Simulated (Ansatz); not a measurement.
HfSiO$_{4}$

Input

```
crystal:
  lattice:
    - [0.0, 3.1282651944, 3.1282651944]
    - [3.1282651944, 0.0, 3.1282651944]
    - [3.1282651944, 3.1282651944, 0.0]
  atoms:
    - { symbol: Hf, position: [0.25, 0.25, 0.25] }
    - { symbol: Si, position: [0.0, 0.0, 0.0] }
    - { symbol: O, position: [0.6236990886, 0.6236990886, 0.6236990886] }
    - { symbol: O, position: [0.6236990886, 0.6236990886, 0.1289027343] }
    - { symbol: O, position: [0.6236990886, 0.1289027343, 0.6236990886] }
    - { symbol: O, position: [0.1289027343, 0.6236990886, 0.6236990886] }
kpoints:
  mp_grid: { grid: [8, 8, 8] }
  band_path:
    path:
      - [0.0, 0.0, 0.0]
      - [-0.5, -0.5, 0.0]
      - [-0.375, -0.375, 0.25]
      - [-0.375, 0.0, 0.375]
      - [0.0, 0.0, 0.5]
      - [-0.5, -0.25, 0.25]
    npoints: 1
hamiltonian:
  xc: r2scan
  dispersion: rvv10
scf:
  occupations: { method: fermi_dirac, width: 0.03 }
  n_extra_bands: 5
output:
  forces: true
  stress: true
  eigenvalues: true
  write_density: true
  write_potential: true
  elf: true
  volumetric_format: npy
```

Launched as:

```sh
ansatz run input.yaml --threads 2 --pin off --max-ram 20275MiB --backend cpu --events-out ev --progress --plain --runs-dir out
```

Below, planes, directions and counts refer to the conventional cell (a = 6.26 Å, b = 6.26 Å, c = 6.26 Å, α = 90.00°, β = 90.00°, γ = 90.00°).

Space group F-43m; a structure from a database of computed crystals, not necessarily the ambient phase; started from the NdInCu4-216 prototype, which need not be the ambient phase.

Method: Ansatz, DFT, r2SCAN+rVV10, plane waves, PAW.

The density is the valence pseudo-density of a PAW calculation; it isn't the true density close to the nuclei.

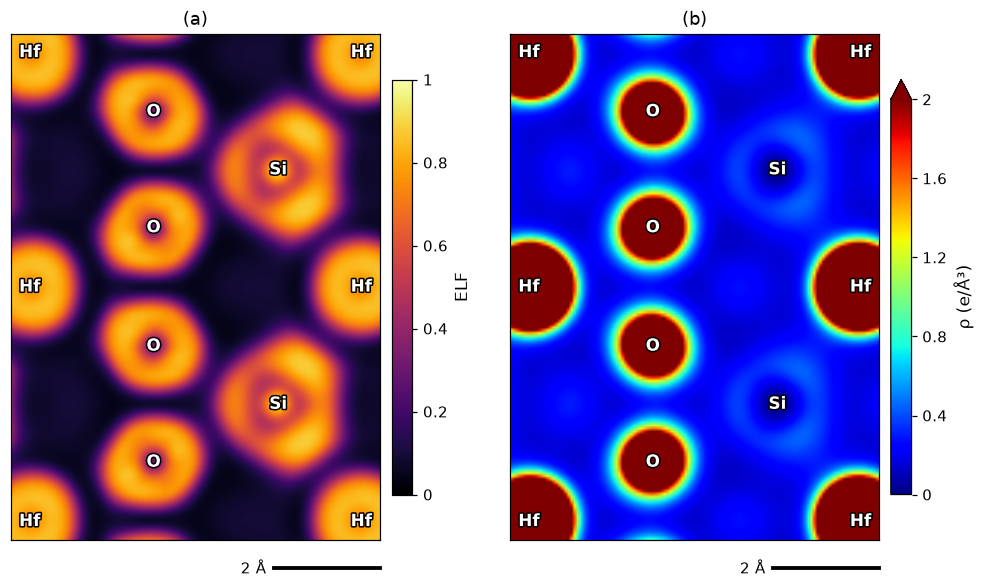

Figure 1. (a) ELF; (b) valence charge density (pseudo) on the (011) plane of the conventional cell.

Interpret the plot.

- The plane passes through Hf, Si and O nuclei.
- Hf–O (2.59 Å): ρ is about 0.22 e/Å³ halfway; the ELF is about 0.10 at the midpoint; no shared electron pair shows on this line.
- Hf–Si (2.71 Å): the density is about 0.3 e/Å³ at the midpoint; the ELF peaks at about 0.90 in the valence shell of Si, 0.9 Å from its nucleus, and is about 0.40 at the midpoint.
- Between the atoms the lowest density in this plane is 0.12 e/Å³.
- The features right at Hf lie inside the PAW spheres, where the map follows smoothed inner orbitals and isn't to be read closely.

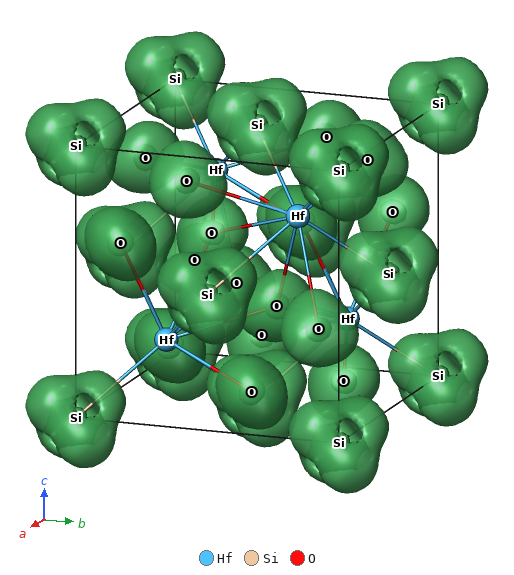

Figure 2. Isosurface of the ELF at 0.65 (green), seen slightly off an axis. Core shells and regions of very low density are left out. Sticks mark near contacts.

Where are the electrons localised?

The surface consists of 16 regions wrapped around O (the valence shell of each), four regions wrapped around Si (the valence shell of each) and four small core shells on Si, counted in one cell of 24 atoms. Regions shared between cells count once.
